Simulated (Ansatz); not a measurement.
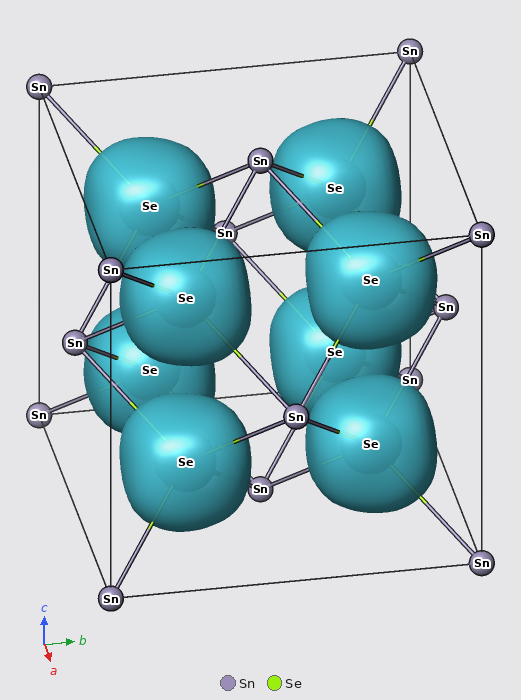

Figure. SnSe₂. Isosurface of the electron localisation function at 0.65 (cyan), seen at an oblique angle. Only the valence region is drawn (cores and ρ < 0.01 e/Å³ removed). Sticks mark near contacts.

Space group Fm-3m; started from the fluorite prototype, which need not be the ambient phase.

All numbers below come from DFT, HSE06, plane waves, PAW in Ansatz 0.2.0.

In a PAW calculation such maps are meaningful between the atoms, not at the nuclei.

```xyz
12
Lattice="6.8137 0.0000 0.0000 0.0000 6.8137 0.0000 0.0000 0.0000 6.8137" Properties=species:S:1:pos:R:3 pbc="T T T"
Sn    0.0000    0.0000    0.0000
Sn    3.4069    3.4069    0.0000
Sn    3.4069    0.0000    3.4069
Sn    0.0000    3.4069    3.4069
Se    1.7034    1.7034    1.7034
Se    5.1103    5.1103    1.7034
Se    5.1103    1.7034    5.1103
Se    1.7034    5.1103    5.1103
Se    5.1103    1.7034    1.7034
Se    1.7034    5.1103    1.7034
Se    1.7034    1.7034    5.1103
Se    5.1103    5.1103    5.1103
```

Q: Identify the bonds, lone pairs and shells in this picture.

A: The ELF exceeds this value in eight regions wrapped around Se (the valence shell of each), counted in one cell of 12 atoms. Any copies at cell faces, edges or corners count once.

Values along the shortest contacts:
Sn–Se (2.95 Å): the ELF is about 0.50 at the midpoint and 0.25 at its lowest between the atoms.
